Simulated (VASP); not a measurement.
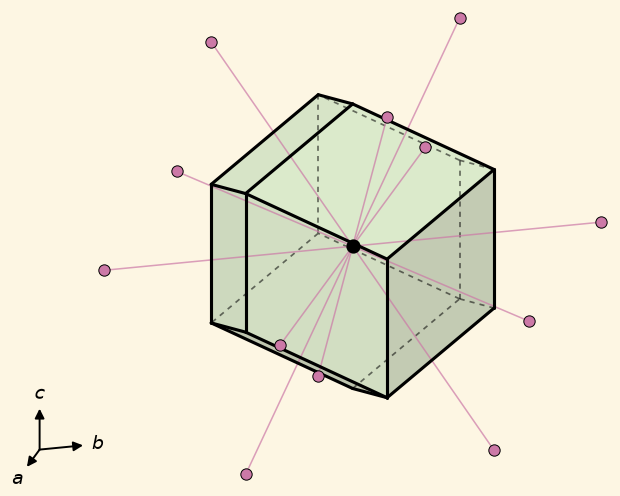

For CoO, a cell listed in the Materials Project, as set up for an electronic-structure calculation: the Wigner–Seitz cell of the crystal's lattice, with lines to the lattice points that define its faces. Symmetry computed with spglib at a tolerance of 0.002 Å; standard conventional cell.

a = 3.204 Å, b = 3.204 Å, c = 7.699 Å, α = 90.00°, β = 90.00°, γ = 120.00°; lattice centring R.

Question: Which of Fedorov's five parallelohedra is it?

Answer: A rhombic dodecahedron: 12 faces (12 with 4 edges), 24 edges, 14 vertices. Its volume is that of the primitive cell, 22.8 Å³.

Question: Which lattice vectors do the faces bisect?

Answer:
| example | length (Å) | faces | edges of each | area (Å²) |
| --- | --- | --- | --- | --- |
| 2/3 a + 1/3 b + 1/3 c | 3.16 | 6 | 4 | 3.7 |
| a | 3.20 | 6 | 4 | 3.5 |
